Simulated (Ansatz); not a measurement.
# SrO: what the fields show

```
Sr O
1.0
     0.00000   -2.48990   -2.48990
    -2.48990    0.00000   -2.48990
     2.48990    2.48990   -4.97980
Sr O
2 2
Direct
  0.99836 0.99836 0.99836
  0.49836 0.49836 0.49836
  0.75895 0.75895 0.75895
  0.25895 0.25895 0.25895
```

Space group I4mm; changed on purpose from its base cell (mode 8 frozen in at -0.091 Å, equal normal strain along x, y and z -0.0167); not relaxed (largest force 0.3 eV/Å); computed pressure about 6 GPa in this cell.

Theory: Ansatz, DFT LDA, scalar-relativistic, plane waves, PAW.

In a PAW calculation such maps are meaningful between the atoms, not at the nuclei.

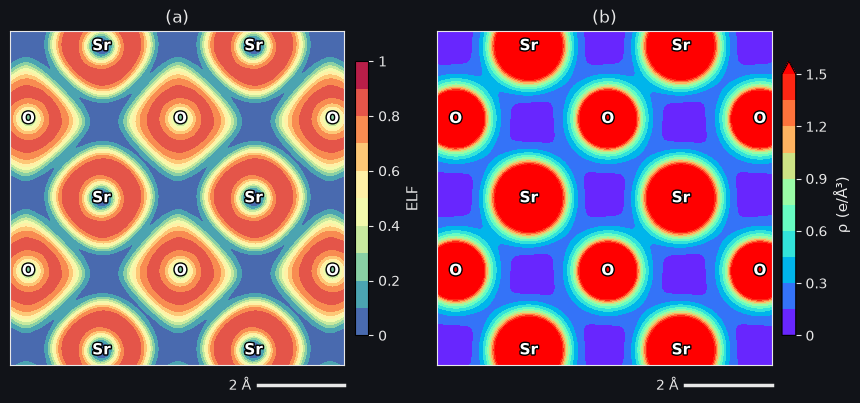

Figure 1. (a) electron localisation function; (b) valence electron density on the (011̄) plane of the calculation cell.

> Interpret the plot.

The section cuts through Sr and O sites. Sr–O (2.38 Å): ρ at the midpoint is about 0.35 e/Å³; the ELF peaks at about 0.80 in the valence shell of O, 0.6 Å from its nucleus, and drops to about 0.10 between the two atoms: an ionic contact with no shared pair. Sr–O (2.49 Å): ρ at the midpoint is about 0.28 e/Å³; the ELF is about 0.10 at the midpoint (a largely ionic contact). Sr–O (2.60 Å): ρ is about 0.23 e/Å³ halfway; the ELF is about 0.10 at the midpoint (a largely ionic contact). Between the atoms the lowest density in this plane is 0.06 e/Å³. The features right at Sr lie inside the PAW spheres, where the map follows smoothed inner orbitals and isn't to be read closely.

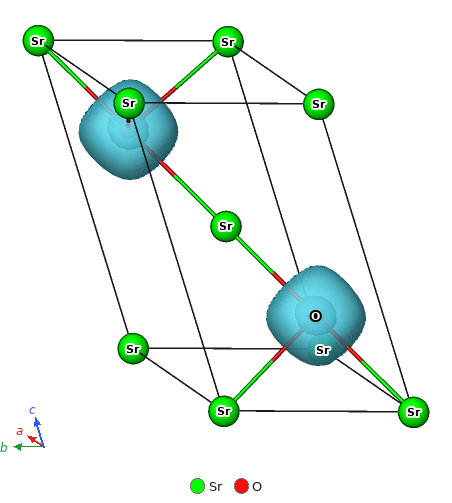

Figure 2. Isosurface of the ELF at 0.7 (cyan), seen at an oblique angle. Only the valence region is drawn (cores and ρ < 0.01 e/Å³ removed). Sticks mark near contacts.

> Describe the localisation domains.

At this value the surface marks out two regions wrapped around O (the valence shell of each), counted in one cell of 4 atoms. Regions shared between cells count once.

> Does the calculation make it a metal, or give it a gap?

It is gapped, with a Kohn–Sham gap of 3.2 eV on the k-point mesh (the band edges may lie off the mesh, which would make the gap smaller).
